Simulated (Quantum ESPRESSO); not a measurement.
**Run report: La$_{2}$O$_{3}$, single-point calculation (part 2 of 2)**

La$_{2}$O$_{3}$ (5 atoms in the cell); Kohn-Sham DFT of a periodic cell, LDA, GBRV 1.5 LDA, no spin polarisation (Quantum ESPRESSO 7.5); cutoff 612.26 eV, 5×5×8 k-mesh, fermi-dirac of 0.05 eV. The structure derives from a Materials Project entry. The volume is scaled by 0.98.

Geometry of the input (Å; fractional positions):
```
6.2247  0.0000  0.0000
-3.1124  5.3908  0.0000
0.0000  0.0000  3.2776
La 0.6667  0.3333  0.5000
La 0.3333  0.6667  0.5000
O  0.5080  0.0000  0.0000
O  -0.0000  0.5080  0.0000
O  0.4920  0.4920  0.0000
```

## What the program printed, continued
```
   -24.3929 -24.1481 -11.2576 -11.2576  -9.4463  -7.8261  -7.8261  -7.1206
    -6.7129  -5.8470  -5.8470   2.7124   3.7840   3.7840   4.0714   4.0714
     5.0937   5.0937   5.3519   5.6244   7.4727   9.5426  10.2156  10.2156
    11.1313  11.1523  11.1524  11.1921

          k = 0.0000 0.0000 0.2374 (  3769 PWs)   bands (ev):

   -24.3426 -24.1056 -11.1175 -11.1175  -9.9941  -7.7600  -7.7600  -7.1740
    -6.7126  -6.1284  -6.1284   3.3437   3.8920   3.8920   4.1224   4.1224
     4.7733   4.7733   5.2156   5.4072   7.9063   9.8042  10.3546  10.3546
    11.0732  11.0780  11.0780  11.2154

          k = 0.0000 0.0000 0.4748 (  3799 PWs)   bands (ev):

   -24.2172 -24.0002 -10.9578 -10.7122 -10.7122  -8.1218  -7.5931  -7.5931
    -6.8557  -6.8557  -6.0655   3.7986   3.7986   4.1778   4.1778   4.3869
     4.5318   4.5318   4.6745   5.5456   8.8891  10.3346  10.6105  10.6105
    10.8881  10.8881  10.9246  10.9289

          k = 0.0000 0.0000 0.7122 (  3805 PWs)   bands (ev):

   -24.0854 -23.8906 -11.7203 -10.1103 -10.1103  -8.9221  -7.7580  -7.7580
    -7.4131  -7.4131  -5.5906   3.1321   3.1321   3.6707   4.4859   4.4859
     4.7473   4.7473   5.6932   5.7910   9.8995  10.6315  10.6315  10.6559
    10.7564  10.7564  10.7628  10.8288

          k = 0.0000 0.0000-0.9496 (  3830 PWs)   bands (ev):

   -24.0288 -23.8440 -12.0050  -9.6722  -9.6722  -9.2244  -8.3137  -8.3137
    -7.3355  -7.3355  -5.4165   2.8572   2.8572   3.3926   4.6272   4.6272
     4.8608   4.8608   5.7576   6.1948  10.4700  10.4908  10.4908  10.6195
    10.6916  10.7745  10.7745  10.8270

          k = 0.0000 0.2309 0.0000 (  3796 PWs)   bands (ev):

   -24.3731 -24.1694 -11.2643 -11.1531  -9.7063  -7.7950  -7.5487  -7.0887
    -6.7496  -5.9877  -5.8731   2.8799   3.7828   3.9195   3.9998   4.1461
     4.8425   5.0950   5.2309   5.4441   7.7711   9.7987  10.1770  10.3321
    11.1264  11.1386  11.1682  11.1692

          k = 0.0000 0.2309 0.2374 (  3788 PWs)   bands (ev):

   -24.3235 -24.1261 -11.1239 -11.0326 -10.0928  -7.7637  -7.7300  -7.2760
    -6.5917  -6.1512  -6.1202   3.3029   3.7678   3.8854   4.2943   4.3170
     4.4581   4.7868   5.2887   5.3064   8.1729   9.9803  10.3165  10.4530
    11.0405  11.0615  11.0780  11.1497

          k = 0.0000 0.2309 0.4748 (  3793 PWs)   bands (ev):

   -24.1996 -24.0189 -10.9221 -10.7179 -10.7112  -8.1920  -7.7171  -7.5662
    -6.8726  -6.6968  -6.0445   3.5387   3.7745   3.8898   4.1123   4.4540
     4.6768   4.7488   4.9367   5.4543   9.1026  10.3557  10.5796  10.6846
    10.8782  10.8881  10.9323  10.9377

          k = 0.0000 0.2309 0.7122 (  3782 PWs)   bands (ev):

   -24.0695 -23.9074 -11.6369 -10.3785 -10.1142  -8.7145  -7.7752  -7.5640
    -7.5018  -7.3864  -5.7478   3.1557   3.2205   3.9053   4.2605   4.3239
     4.7961   4.8463   5.5744   5.6778   9.9863  10.5263  10.7018  10.7484
    10.7496  10.8257  10.8419  10.8773

          k = 0.0000 0.2309-0.9496 (  3760 PWs)   bands (ev):

   -24.0136 -23.8598 -11.9099 -10.2967  -9.6729  -8.4999  -8.3316  -8.2453
    -7.4136  -7.3118  -5.6680   2.9556   3.1122   3.5055   4.5085   4.5815
     4.7818   4.8122   5.6118   5.9517  10.2603  10.6128  10.6415  10.7102
    10.7980  10.8012  10.8160  10.8902

          k = 0.0000 0.4619 0.0000 (  3772 PWs)   bands (ev):

   -24.3266 -24.2183 -11.2750 -10.8991 -10.1454  -7.7430  -7.0425  -7.0131
    -6.8330  -6.3383  -5.9171   3.2469   3.7809   3.9341   4.2432   4.3152
     4.3286   4.9345   5.0508   5.1448   8.4910   9.7553  10.3692  10.5166
    10.7727  11.1429  11.2053  11.2113

          k = 0.0000 0.4619 0.2374 (  3801 PWs)   bands (ev):

   -24.2784 -24.1735 -11.1343 -10.8336 -10.3158  -7.7063  -7.6793  -7.4775
    -6.3658  -6.1903  -6.1627   3.3530   3.6596   3.8111   3.9965   4.6006
     4.7337   4.8091   5.0371   5.2009   8.8363   9.9302  10.4307  10.6142
    10.7729  11.0364  11.0871  11.1216

          k = 0.0000 0.4619 0.4748 (  3784 PWs)   bands (ev):

   -24.1582 -24.0621 -10.8432 -10.7308 -10.7269  -8.2517  -7.9308  -7.5201
    -6.9028  -6.4345  -6.0563   3.2811   3.6141   3.7063   4.1053   4.4168
     4.9312   5.0740   5.1762   5.2245   9.6423  10.2724  10.5395  10.8023
    10.8113  10.8887  10.9485  10.9921

          k = 0.0000 0.4619 0.7122 (  3767 PWs)   bands (ev):

   -24.0322 -23.9460 -11.4255 -10.8019 -10.1205  -8.4081  -7.7990  -7.7485
    -7.3489  -7.0846  -6.1204   3.3599   3.4079   3.7616   4.0909   4.4563
     4.7675   4.9667   5.3517   5.3967  10.2437  10.5026  10.6952  10.7585
    10.8052  10.8661  10.9369  11.0462

          k = 0.0000 0.4619-0.9496 (  3778 PWs)   bands (ev):

   -23.9782 -23.8965 -11.6662 -10.9025  -9.6741  -8.3590  -8.0949  -7.6497
    -7.5795  -7.2751  -6.2435   3.1499   3.7262   3.7731   4.2316   4.4606
     4.5097   4.6716   5.4140   5.5613  10.2970  10.6888  10.7006  10.7748
    10.8080  10.8466  11.0966  11.1720

          k = 0.2000 0.3464 0.0000 (  3789 PWs)   bands (ev):

   -24.3382 -24.2062 -11.2759 -10.9582 -10.0535  -7.7419  -7.1781  -7.0320
    -6.8125  -6.2282  -5.9187   3.1720   3.7807   3.8968   4.1627   4.3109
     4.4357   5.0307   5.1100   5.1449   8.2989   9.9651  10.1253  10.5279
    11.0054  11.0846  11.1475  11.1973

          k = 0.2000 0.3464 0.2374 (  3786 PWs)   bands (ev):

   -24.2896 -24.1618 -11.1351 -10.8781 -10.2640  -7.7392  -7.6801  -7.4254
    -6.4245  -6.1893  -6.1330   3.3464   3.5384   4.0716   4.1160   4.3002
     4.7068   4.8101   5.0568   5.2926   8.6550  10.1319  10.2178  10.6175
    10.9365  10.9956  11.0718  11.0867

          k = 0.2000 0.3464 0.4748 (  3791 PWs)   bands (ev):

   -24.1685 -24.0515 -10.8628 -10.7276 -10.7201  -8.2394  -7.9032  -7.5178
    -6.9046  -6.4776  -6.0525   3.3778   3.5449   3.7448   4.0865   4.6359
     4.6960   5.0055   5.1580   5.2894   9.4871  10.3764  10.4670  10.7920
    10.8557  10.8962  10.9423  10.9572

          k = 0.2000 0.3464 0.7122 (  3772 PWs)   bands (ev):

   -24.0415 -23.9365 -11.4806 -10.7105 -10.1210  -8.4634  -7.8091  -7.7006
    -7.3509  -7.1847  -6.0292   3.2802   3.3702   3.9818   3.9898   4.3664
     4.8654   4.8738   5.3962   5.4744  10.1664  10.5167  10.7108  10.7638
    10.7717  10.8803  10.9183  11.0064

          k = 0.2000 0.3464-0.9496 (  3780 PWs)   bands (ev):

   -23.9871 -23.8874 -11.7301 -10.7830  -9.6742  -8.3618  -8.1148  -7.8308
    -7.5584  -7.2724  -6.1014   3.1256   3.5338   3.6985   4.3266   4.5035
     4.6133   4.6776   5.4474   5.6299  10.3091  10.6771  10.7175  10.7317
    10.7842  10.8501  10.9453  11.0397

          k = 0.2000 0.5774 0.0000 (  3794 PWs)   bands (ev):

   -24.2980 -24.2476 -11.2838 -10.7207 -10.3686  -7.7040  -6.9661  -6.8823
    -6.8187  -6.5227  -5.9518   3.4887   3.7792   3.8992   3.9837   4.4492
     4.5089   4.8185   4.8249   5.1206   8.9274   9.5154  10.3682  10.6716
    10.7198  10.9859  11.1460  11.1839

          k = 0.2000 0.5774 0.2374 (  3785 PWs)   bands (ev):

   -24.2507 -24.2018 -11.1428 -10.6990 -10.4535  -7.6740  -7.6345  -7.5710
    -6.2708  -6.2283  -6.1868   3.4165   3.5013   3.7740   4.1673   4.5633
     4.7296   4.8252   4.9892   5.1717   9.2363   9.7368  10.3930  10.7239
    10.7524  10.9611  11.0429  11.0804

          k = 0.2000 0.5774 0.4748 (  3775 PWs)   bands (ev):

   -24.1328 -24.0881 -10.8014 -10.7502 -10.7339  -8.2186  -8.0568  -7.4849
    -6.9269  -6.2976  -6.1136   3.2988   3.5066   3.5378   4.1560   4.6266
     4.9602   4.9894   5.1981   5.2369   9.9472  10.1820  10.4094  10.8414
    10.8696  10.8950  10.9406  11.0244

          k = 0.2000 0.5774 0.7122 (  3767 PWs)   bands (ev):

   -24.0094 -23.9693 -11.2826 -10.9975 -10.1257  -8.2368  -7.9196  -7.8175
    -7.3187  -6.8112  -6.3596   3.4994   3.5569   3.6203   3.8726   4.7142
     4.7560   4.9398   5.2609   5.2789  10.3694  10.5321  10.6498  10.7648
    10.7962  10.9085  10.9745  11.0904

          k = 0.2000 0.5774-0.9496 (  3770 PWs)   bands (ev):

   -23.9566 -23.9185 -11.4983 -11.1519  -9.6751  -8.3815  -7.9679  -7.7145
    -7.2463  -7.2412  -6.5962   3.2664   3.9230   4.0489   4.1143   4.2722
     4.4500   4.5192   5.3722   5.4341  10.4465  10.7118  10.7138  10.7530
    10.7797  10.8765  11.1699  11.1753

     the Fermi energy is     6.8345 ev

!    total energy              =    -302.02475861 Ry
     estimated scf accuracy    <          3.9E-10 Ry
     smearing contrib. (-TS)   =      -0.00000000 Ry
     internal energy E=F+TS    =    -302.02475861 Ry

     The total energy is F=E-TS. E is the sum of the following terms:
     one-electron contribution =    -114.44439308 Ry
     hartree contribution      =      77.68047370 Ry
     xc contribution           =    -119.67588420 Ry
     ewald contribution        =    -145.58495502 Ry

     convergence has been achieved in  14 iterations

     negative rho (up, down):  1.225E-01 0.000E+00

     Forces acting on atoms (cartesian axes, Ry/au):

     atom    1 type  1   force =     0.00000000    0.00000000    0.00000000
     atom    2 type  1   force =     0.00000000    0.00000000   -0.00000000
     atom    3 type  2   force =    -0.00238393    0.00000000    0.00000000
     atom    4 type  2   force =     0.00119196   -0.00206454    0.00000000
     atom    5 type  2   force =     0.00119196    0.00206454    0.00000000

     Total force =     0.004129     Total SCF correction =     0.000001

     Computing stress (Cartesian axis) and pressure

     negative rho (up, down):  1.225E-01 0.000E+00
          total   stress  (Ry/bohr**3)                   (kbar)     P=       -9.66
   0.00001366  -0.00000000   0.00000000            2.01       -0.00        0.00
  -0.00000000   0.00001366   0.00000000           -0.00        2.01        0.00
   0.00000000   0.00000000  -0.00022425            0.00        0.00      -32.99

=------------------------------------------------------------------------------=
   JOB DONE.
=------------------------------------------------------------------------------=
```

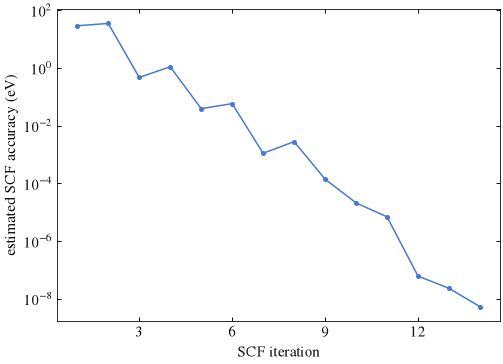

**Figure 1.** Convergence of the self-consistent field: estimated SCF accuracy against the iteration. The field takes 14 iterations in all.

## Summary

| quantity | value |
| --- | --- |
| outcome | converged |
| space group (tolerance 0.01 Å) | P-62m (189) |
| electrons treated | 40 |
| free energy | −4109.2562 eV |
| Fermi energy | 6.834 eV |
| gap on the k-point mesh | 1.28 eV |
| pressure | −0.97 GPa |
| largest force (length of the vector) | 0.061 eV/Å |
| wall time | 67 s (CPU time 2.1 min) |
| peak memory | 1 GiB |

Notes on the run: negative rho.
